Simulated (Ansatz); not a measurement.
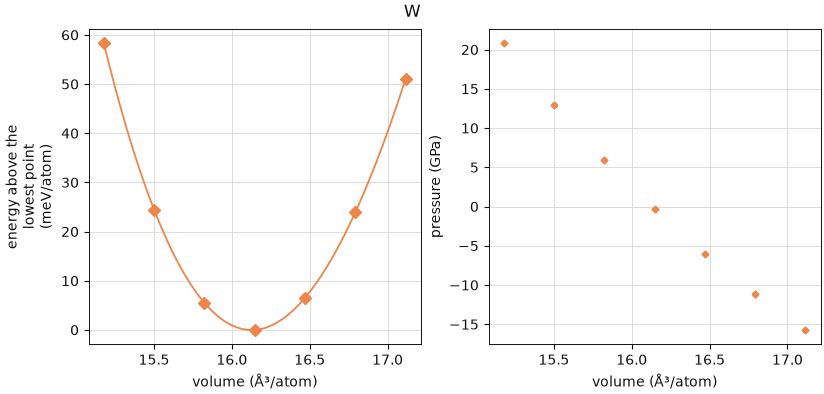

The plot gives the computed energy above the lowest point and pressure against volume for W, space group Im-3m (No. 229) (one of a set of cubic test structures, which need not be the stable phase).

Computed with Ansatz 0.2.0 development build: equation of state of a cubic crystal from periodic Kohn-Sham density functional theory without spin, third-order Birch-Murnaghan fit to the free energies; pressure corrected for the finite basis. Level: PBE.

- structure type: bcc
- atoms in cell: 1
- space group number: 229
- lattice centring: body-centred primitive
- k mesh: 16×16×16
- occupation method: Fermi–Dirac
- occupation width: 0.06123 eV
- wave cutoff: 700 eV
- datasets: hard PAW
- density tolerance: 1e−09 eV
- bands: 18
- density cutoff ratio: 4
- search for lower states: default

Question: What equilibrium volume and bulk modulus follow from the curve?

Answer: A third-order Birch–Murnaghan fit gives V0 = 16.13 Å³/atom, B0 = 300 GPa and B′ = 4.3.

Question: How does the pressure vary with volume?

Answer: It falls from 20.8 GPa at volume 15.18 Å³/atom to −15.7 GPa at 17.12 Å³/atom, and changes sign near 16.13 Å³/atom.

Caveats: modest k-mesh, values are not fully converged in k.
